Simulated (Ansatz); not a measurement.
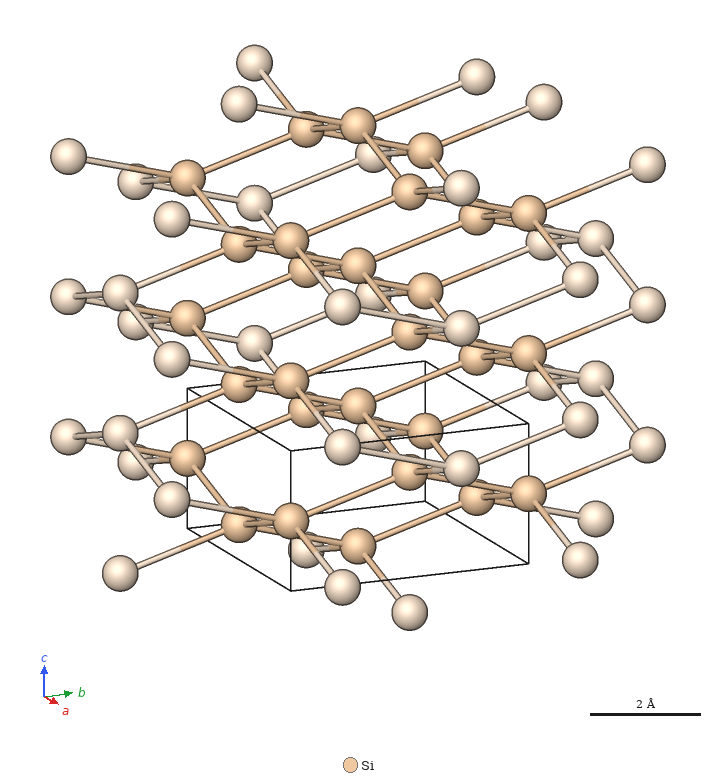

**Figure 1.** The input geometry (ball-and-stick view of the cell 2 times as large as that of the calculation, set on its symmetry axes, repeated 1 × 1 × 3, seen slightly off an axis; neighbours outside the cell are drawn fainter).

# Band-structure calculation of Si

Si (2 atoms in the cell), computed with DFT, r2SCAN, PAW with Ansatz's default frozen-core files, scalar-relativistic, no spin polarisation (Ansatz 0.2.0).

The structure derives from a Materials Project entry. It belongs to a series of runs on one base structure; here: PAW files in place of LAPW.

**Input file**
```yaml
crystal:
  lattice:
    - [-2.3713723045, 2.3713723045, 1.3292653899]
    - [2.3713723045, -2.3713723045, 1.3292653899]
    - [2.3713723045, 2.3713723045, -1.3292653899]
  atoms:
    - { symbol: Si, position: [0.25, 0.75, 0.5] }
    - { symbol: Si, position: [0.5, 0.5, 0.0] }
kpoints:
  mp_grid: { grid: [16, 16, 16] }
  band_path:
    path:
      - [0.0, 0.0, 0.0]
      - [0.0, 0.0, 0.5]
      - [-0.5, 0.5, 0.5]
      - [0.0, 0.0, 0.0]
      - [0.3285532063, 0.3285532063, -0.3285532063]
      - [-0.3285532063, 0.6714467937, 0.3285532063]
      - [-0.5, 0.5, 0.5]
      - [0.0, 0.0, 0.5]
      - [0.25, 0.25, 0.25]
    npoints: 14
scf:
  occupations: { method: fermi_dirac, width: 0.08 }
hamiltonian:
  xc: r2scan
  pseudopotentials: { kind: paw }
output:
  forces: true
  stress: true
  eigenvalues: true
  efg: { contact_densities: true }
  populations: true
  bader: true
  dos: { projected: true, de: 0.2, e_range: [-14, 8] }
  write_density: true
  write_potential: true
  elf: true
  volumetric_format: npy
```

Run on 1 thread of Intel Xeon @ 2.50GHz (Skylake/Cascade Lake), 192 GiB of memory available, shared host.

Run as:
```bash
ansatz run input.yaml --threads 1 --pin off --max-ram 2048MiB --backend cpu --events-out ev --progress --plain --runs-dir out
```

**What the program printed**
```
Engine: ansatz 0.2.0, x86_64-unknown-linux-gnu
Pseudopotentials: kind: paw
Pseudopotential: Si, paw, valence charge 4, recommended cutoff 500 eV (meta_gga), Si.paw.azcp
Functional definition: r2SCAN
  parameter k0 = 0.174
  parameter k1 = 0.065
  parameter a1 = 4.9479
  exchange = r2scan_x(k0 = k0, k1 = k1, a1 = a1)
  correlation = r2scan_c
Crystal: 2 atoms, lattice volume = 29.900 Å³
Basis set: ecut = 500 eV, 765 PW (Γ), exchange–correlation on 108×108×108 points (64 copies of the dense FFT grid, shifted against one another)
Bands: 8, of which v1, the nominal top of the filled ones, is band 4 counted from 1 (3 counted from 0)
Symmetry: 16 space group operations
Space group: I41/amd (ITA 141), of the structure as read, at distance tolerance 3.1e-5 Å
k-points: 349 of 4096
Non-local potential: Si, projectors of the file, l = 0: 2, l = 1: 2, l = 2: 2
PAW form: soft (Blöchl's): semilocal exchange-correlation on the pseudo side does not see the compensation charge
PAW frozen core: Si, regenerated for the run's functional (the file was generated under x = pbe(κ = 0.804, μ = 0.2195149727645171), c = pbe(β = 0.06672455060314922))
PAW one-centre angular grid: Si, 302 points (default); XC on 160 Gauss nodes
Initial density: superposition of atomic densities (neutral atoms: chi_scale 0, normalization atom), corrected by the library's trained network
Initial wavefunctions: pseudopotential atomic-orbital guess
Functional: x = r2scan, c = r2scan; τ floored in thin density (d = 2e-4 eV/Å³)
SCF iter   1: F=—  HF=-1277.232179 eV  |F-HF|=—  |Δ(HF+E_count)|=         —  Δρ=4.28e-3  dr2=3.67e-3  dr2_τ=1.06e-2  ethr=1.77e-3  ⟨swp⟩=5.1  Hψ=23205  notcnv=0
preconditioner: auto → none  [metal: Δε(μ)=0.039 eV  Ē_g=10.906 eV  σ=0.080 eV  W_gap=0.12  n_scr=4 (ndim 8)  ℏωp=19.2 eV  f_vac=0.000  D(μ)=0.74/eV (n_scr^D=4)  sad-step TF]
SCF iter   2: F=—  HF=-1277.277779 eV  |F-HF|=—  |Δ(HF+E_count)|=   4.56e-2  Δρ=3.28e-3  dr2=1.98e-3  dr2_τ=9.39e-6  ethr=4.59e-5  ⟨swp⟩=2.0  Hψ=8373  notcnv=0  defer=3
SCF iter   3: F=—  HF=-1277.279122 eV  |F-HF|=—  |Δ(HF+E_count)|=   1.34e-3  Δρ=4.57e-4  dr2=6.56e-5  dr2_τ=3.11e-6  ethr=2.47e-5  ⟨swp⟩=2.0  Hψ=4216  notcnv=0  defer=3
SCF iter   4: F=—  HF=-1277.279162 eV  |F-HF|=—  |Δ(HF+E_count)|=   3.93e-5  Δρ=3.03e-4  dr2=2.21e-5  dr2_τ=2.55e-7  ethr=8.20e-7  ⟨swp⟩=2.0  Hψ=4067  notcnv=0  defer=3
SCF iter   5: F=—  HF=-1277.279197 eV  |F-HF|=—  |Δ(HF+E_count)|=   3.54e-5  Δρ=2.97e-5  dr2=1.76e-7  dr2_τ=3.17e-9  ethr=2.76e-7  ⟨swp⟩=2.0  Hψ=4194  notcnv=0  defer=3
SCF iter   6: F=-1277.279198 eV  HF=-1277.279198 eV  |F-HF|=1.07e-9  |Δ(HF+E_count)|=   4.73e-7  Δρ=1.78e-6  dr2=4.06e-10  dr2_τ=8.28e-12  ethr=1.25e-9  ⟨swp⟩=9.0  Hψ=20407  notcnv=0
SCF 1 converged in 6 iterations: F = -1277.279198 eV  dr2 = 4.06e-10
  greatest PAW one-centre occupation: 0.663 electrons in one spin orbital (limit 2), on the Si atom at site 1 (counted from 0), in its partial waves of l = 0
NSCF: frozen V_eff on 113 k-points
SCF converged after 6 iterations
Free energy (F): -1277.279198 eV
Harris-Foulkes:  -1277.279198 eV  (|F-HF|=1.07e-9)
Internal energy: -1277.264237 eV  (E = F + TS)
E sigma→0 (E₀):  -1277.271717 eV
Entropy (-TS):   -0.014961 eV (-7.480 meV/atom)
Fermi energy:    9.964375 eV
--- Per-component energies (eV) ---
  E_band       = 33.220994
  E_kinetic    = 83.061902
  E_local      = -1.809085  (includes V_loc(G=0)·N_el)
  E_nonlocal   = 49.267381
  E_hartree    = 2.371039
  E_xc         = -104.307301
  E_vxc        = -101.838251  (∫ρ·V_xc dr)
  E_paw        = -1038.422584  (= ΣΔE_a)
  E_vpaw       = -4.428031  (= ΣTr[D̂ρ^β])
  E_aug_tail   = 0.000010  (compensation charges beyond the density's cutoff)
  E_vtau       = 4.225017  (kinetic-family band-sum trace: ∫τ·v_τ [+ j·A + Jᵃ·Aᵃ] dr)
  E_ewald      = -267.272733
  E_core_change = -0.152866  (= ΣΔE_core)
  E_smearing   = -0.014961  (= −TS)
  E_closure    = 0.000000  (closes the sum)
  Σ components = -1277.279198   (vs F -1277.279198, Δ=0.00e0)
--- Forces (eV/Å), atoms counted from 1 ---
  atom   1  Si    -0.00000000     0.00000000     0.00000000
  atom   2  Si    -0.00000000     0.00000000     0.00000000
  max |Σ_I F_I| component: 2.78e-17 eV/Å
--- Stress (GPa, compression-positive) ---
        2.787155      -0.000000      -0.000000
       -0.000000       2.787155      -0.000000
        0.000000      -0.000000       2.071867
  P = ⅓ Tr σ = 2.5487 GPa (25.487 kbar)
--- PAW observables at the nuclei: V_zz in 10²¹ V/m², potentials from the cell's mean, atoms counted from 1 ---
  atom   1  Si V_zz =    +2.038318   η = 0.0000   by run symmetry: allowed
            electrostatic potential = -1361.388455 V   contact ρ = 12792.522174 e/Å³
  atom   2  Si V_zz =    +2.038318   η = 0.0000   by run symmetry: allowed
            electrostatic potential = -1361.388455 V   contact ρ = 12792.522174 e/Å³
--- Band table (eV; the first three rows and the last of 349) ---
  k-point 0: bands = ["-4.7151", "7.2841", "7.2841", "8.2800", "11.8038", "17.8691", "19.6550", "19.6550"]
  k-point 1: bands = ["-4.6623", "6.4297", "7.3319", "8.9228", "12.1466", "17.2654", "19.3077", "19.6622"]
  k-point 2: bands = ["-4.5040", "5.1694", "7.4752", "9.5930", "13.1265", "16.1962", "18.5291", "19.4938"]
  k-point 348: bands = ["1.2554", "1.2554", "2.7209", "2.7209", "15.8336", "15.8336", "24.2394", "24.2394"]
--- Löwdin populations: 2 sites ---
  site symbol       q [e]
     0     Si      3.9391
     1     Si      3.9391
  spilling = 0.015235 (of n_electrons = 8.000000)
--- Bader charges: 2 sites ---
  site symbol  charge [e]  shift [e]
     0     Si      0.0000     0.0000
     1     Si      0.0000     0.0000
  estimated error of the sums over rays = 1.7e-4 e
```

**File bader_charges.tsv**
```
# site	symbol	x_ang	y_ang	z_ang	partial_charge_e	electrons	volume_ang3	relative_density_drop	shared_charge_e	partial_wave_shift_e
# quadrature_error_electrons = 1.7e-4
0	Si	2.3714	0.0000	0.6646	0.00000	14.00000	14.95	-	0.00000	0.00000
1	Si	0.0000	0.0000	1.3293	0.00000	14.00000	14.95	-	0.00000	0.00000
```

**File dos.tsv**
```
# E-E_F[eV]	g_bin_mean(E)[states/eV]	N(E)
# format = ansatz-dos/2
# fermi_ev = 9.964375
# fermi_mp_grid = 16 16 16
# fermi_mp_shift = 0 0 0
# tetrahedron_fermi_ev = 9.965678
# g_bin_mean(E): the states in a bin one row spacing wide, centred on E, divided by that spacing. States that the method places at a single energy (under output.dos.method: tetrahedron, those of a tetrahedron whose four corners have one energy) are counted whole in the row whose bin holds that energy (on the edge of two bins, in the lower row). The sum of g_bin_mean over a run of rows, times the row spacing, is the number of states from half a spacing under the first of them to half a spacing over the last (a plain sum, not the trapezoid rule).
-14.000000	1.624728e-1	7.033812e-2
-13.800000	1.856458e-1	1.054506e-1
-13.600000	2.067209e-1	1.445871e-1
-13.400000	2.263336e-1	1.880163e-1
-13.200000	2.436571e-1	2.350189e-1
-13.000000	2.610004e-1	2.855445e-1
-12.800000	2.758360e-1	3.392261e-1
-12.600000	2.918461e-1	3.959696e-1
-12.400000	3.067269e-1	4.559143e-1
-12.200000	3.194319e-1	5.185204e-1
-12.000000	3.329456e-1	5.837375e-1
-11.800000	3.473300e-1	6.517560e-1
-11.600000	3.705159e-1	7.230137e-1
-11.400000	3.775992e-1	7.989689e-1
-11.200000	3.710218e-1	8.735141e-1
-11.000000	3.914631e-1	9.482346e-1
-10.800000	4.167899e-1	1.030752e0
-10.600000	4.164303e-1	1.113822e0
-10.400000	4.242563e-1	1.197787e0
-10.200000	4.388327e-1	1.283647e0
-10.000000	4.613261e-1	1.374284e0
-9.800000	4.735808e-1	1.467434e0
-9.600000	4.845548e-1	1.563573e0
-9.400000	4.933032e-1	1.661161e0
-9.200000	5.074083e-1	1.761169e0
-9.000000	5.279186e-1	1.864178e0
-8.800000	5.657378e-1	1.973193e0
-8.600000	6.000413e-1	2.090724e0
-8.400000	6.361478e-1	2.213776e0
-8.200000	6.137667e-1	2.340508e0
-8.000000	5.855842e-1	2.460593e0
-7.800000	5.624674e-1	2.575983e0
-7.600000	4.907504e-1	2.683514e0
-7.400000	3.944355e-1	2.769091e0
-7.200000	3.785074e-1	2.844971e0
-7.000000	4.307555e-1	2.924172e0
-6.800000	5.936887e-1	3.024698e0
-6.600000	6.601378e-1	3.153713e0
-6.400000	6.437494e-1	3.286371e0
-6.200000	5.513683e-1	3.406340e0
-6.000000	5.178537e-1	3.510886e0
-5.800000	5.246593e-1	3.614463e0
-5.600000	5.990896e-1	3.725882e0
-5.400000	6.646004e-1	3.852361e0
-5.200000	7.012260e-1	3.991112e0
-5.000000	6.847579e-1	4.129641e0
-4.800000	6.850257e-1	4.266041e0
-4.600000	6.927907e-1	4.403753e0
-4.400000	6.992767e-1	4.543514e0
-4.200000	7.041689e-1	4.682956e0
-4.000000	7.257226e-1	4.826623e0
-3.800000	7.477710e-1	4.972679e0
-3.600000	7.672911e-1	5.125358e0
-3.400000	7.653106e-1	5.278400e0
-3.200000	7.907213e-1	5.433266e0
-3.000000	8.258504e-1	5.595125e0
-2.800000	8.815586e-1	5.764583e0
-2.600000	9.251432e-1	5.948060e0
-2.400000	9.624337e-1	6.134242e0
-2.200000	1.103177e0	6.338677e0
-2.000000	1.062696e0	6.560855e0
-1.800000	9.704521e-1	6.765257e0
-1.600000	8.262600e-1	6.944498e0
-1.400000	7.416582e-1	7.102294e0
-1.200000	5.964749e-1	7.234105e0
-1.000000	5.994430e-1	7.350854e0
-0.800000	6.473111e-1	7.476629e0
-0.600000	6.433597e-1	7.606356e0
-0.400000	6.483511e-1	7.734695e0
-0.200000	6.637475e-1	7.866100e0
0.000000	6.554906e-1	7.999140e0
0.200000	6.383933e-1	8.128333e0
0.400000	6.462364e-1	8.255243e0
0.600000	6.660268e-1	8.388443e0
0.800000	6.444476e-1	8.519545e0
1.000000	5.977964e-1	8.643329e0
1.200000	5.790553e-1	8.760650e0
1.400000	6.145772e-1	8.878021e0
1.600000	6.875400e-1	9.009673e0
1.800000	7.488103e-1	9.152313e0
2.000000	7.370378e-1	9.303425e0
2.200000	7.388024e-1	9.448138e0
2.400000	7.927196e-1	9.600907e0
2.600000	8.715008e-1	9.766693e0
2.800000	9.044613e-1	9.946467e0
3.000000	9.510472e-1	1.013217e1
3.200000	9.505007e-1	1.032340e1
3.400000	9.712381e-1	1.051404e1
3.600000	9.534536e-1	1.070968e1
3.800000	8.957120e-1	1.089289e1
4.000000	8.665229e-1	1.106933e1
4.200000	8.743135e-1	1.124321e1
4.400000	8.901400e-1	1.141787e1
4.600000	9.589977e-1	1.159959e1
4.800000	1.061741e0	1.180489e1
5.000000	1.040691e0	1.201858e1
5.200000	9.888189e-1	1.221937e1
5.400000	9.649585e-1	1.241722e1
5.600000	9.242211e-1	1.260155e1
5.800000	9.896144e-1	1.279402e1
6.000000	1.005103e0	1.299448e1
6.200000	1.009077e0	1.319667e1
6.400000	9.710655e-1	1.339364e1
6.600000	9.448021e-1	1.358571e1
6.800000	9.320436e-1	1.377475e1
7.000000	8.531371e-1	1.395359e1
7.200000	7.862765e-1	1.411676e1
7.400000	7.524574e-1	1.427002e1
7.600000	7.303881e-1	1.441817e1
7.800000	6.952443e-1	1.456144e1
8.000000	6.756895e-1	1.469742e1
```

**File rho_z.tsv**
```
# z_ang	rho[e/angstrom^3]
# format = ansatz-planar-average/11
# lattice	-2.371372304	2.371372304	1.329265390
# lattice	2.371372304	-2.371372304	1.329265390
# lattice	2.371372304	2.371372304	-1.329265390
# sites	2
# site	14	2.371372305	-0.000000000	0.664632695
# site	14	0.000000000	0.000000000	1.329265390
0.000000	2.367865e-1
0.133610	2.402574e-1
0.267219	2.498768e-1
0.400829	2.633309e-1
0.534438	2.772403e-1
0.668048	2.882893e-1
0.801658	2.945944e-1
0.935267	2.958413e-1
1.068877	2.920795e-1
1.202486	2.832850e-1
1.336096	2.704553e-1
1.469705	2.563205e-1
1.603315	2.444099e-1
1.736925	2.376666e-1
1.870534	2.376666e-1
2.004144	2.444099e-1
2.137753	2.563205e-1
2.271363	2.704553e-1
2.404973	2.832850e-1
2.538582	2.920795e-1
2.672192	2.958413e-1
2.805801	2.945944e-1
2.939411	2.882893e-1
3.073021	2.772403e-1
3.206630	2.633309e-1
3.340240	2.498768e-1
3.473849	2.402574e-1
```

**File v_z.tsv**
```
# z_ang	v_es[eV]	v_tot[eV]
# format = ansatz-planar-average/11
# xc	r2scan
# density_cutoff_ev	2000
# datasets	Si=:simpson_from_first_knot:soft:shift=0
# lattice	-2.371372304	2.371372304	1.329265390
# lattice	2.371372304	-2.371372304	1.329265390
# lattice	2.371372304	2.371372304	-1.329265390
# sites	2
# site	14	2.371372305	-0.000000000	0.664632695
# site	14	0.000000000	0.000000000	1.329265390
0.000000	-1.999977e0	-1.349635e1
0.133610	-1.635321e0	-1.317861e1
0.267219	-5.915476e-1	-1.217903e1
0.400829	9.643757e-1	-1.059529e1
0.534438	2.785859e0	-8.796150e0
0.668048	4.524441e0	-7.186178e0
0.801658	5.752734e0	-6.056567e0
0.935267	6.032005e0	-5.792828e0
1.068877	5.231270e0	-6.540384e0
1.202486	3.691035e0	-7.948608e0
1.336096	1.860981e0	-9.694391e0
1.469705	1.361119e-1	-1.144173e1
1.603315	-1.190370e0	-1.276528e1
1.736925	-1.908226e0	-1.341855e1
1.870534	-1.908226e0	-1.341855e1
2.004144	-1.190370e0	-1.276528e1
2.137753	1.361119e-1	-1.144173e1
2.271363	1.860981e0	-9.694391e0
2.404973	3.691035e0	-7.948608e0
2.538582	5.231270e0	-6.540384e0
2.672192	6.032005e0	-5.792828e0
2.805801	5.752734e0	-6.056567e0
2.939411	4.524441e0	-7.186178e0
3.073021	2.785859e0	-8.796150e0
3.206630	9.643757e-1	-1.059529e1
3.340240	-5.915476e-1	-1.217903e1
3.473849	-1.635321e0	-1.317861e1
```

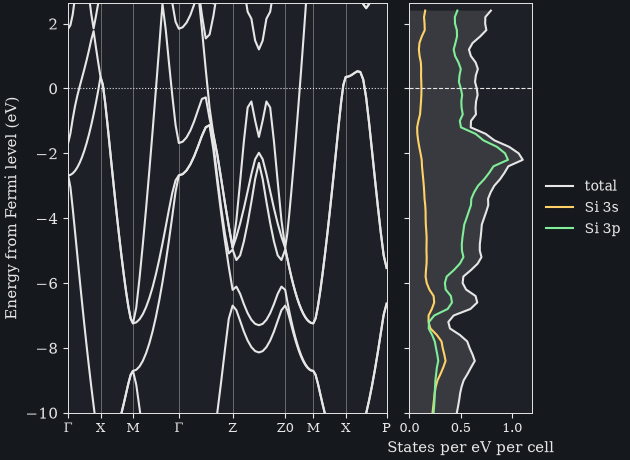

**Figure 2.** Band structure along Γ–X–M–Γ–Z–Z0–M–X–P and density of states (projected on Löwdin-orthogonalised atomic shells), with energies from the Fermi level. Bands cross the Fermi level: a metal at this level of theory.

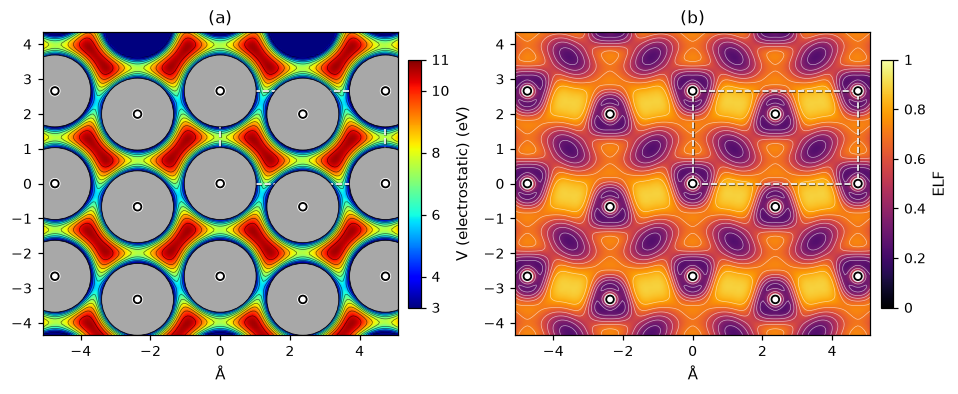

**Figure 3.** (a) electrostatic potential (local pseudopotential plus Hartree) felt by an electron; (b) ELF on the (100) plane of the conventional cell. Circles mark the nuclei in the plane (Si). Grey discs, where drawn, cover atomic cores. The section cuts through Si sites. Outside the cores the potential energy rises away from the atoms and is highest about 1.6 Å from the nearest atoms; outside the discs it spans about 7 eV, and its zero is arbitrary. The fields are those of the smooth PAW valence density.

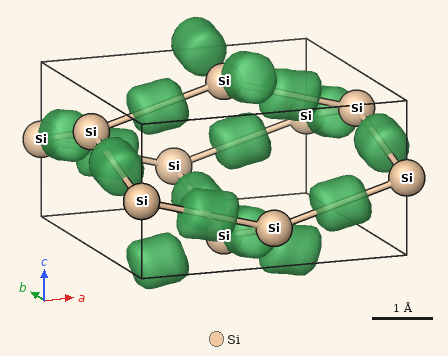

**Figure 4.** Isosurface of the ELF at 0.8 (green), seen slightly off an axis. Only the valence region is drawn (cores and ρ < 0.01 e/Å³ removed). Sticks mark near contacts. The outline is the cell set on symmetry axes. Along the contacts the grid gives the following. Si–Si (2.46 Å): the ELF peaks at about 0.90 between the atoms (localised, shared-pair bonding).

**Summary**

| quantity | value |
| --- | --- |
| outcome | converged |
| space group (tolerance 0.01 Å) | I4₁/amd (141) |
| electrons treated | 8 |
| free energy | −1277.2792 eV |
| Fermi energy | 9.964 eV |
| pressure | 2.55 GPa |
| field gradient V_zz (10²¹ V/m²) | Si 2.04, Si 2.04 |
| electronic character | metal |
| largest force (length of the vector) | under 0.001 eV/Å |
| wall time | 49 s |
| peak memory | 0.51 GiB |
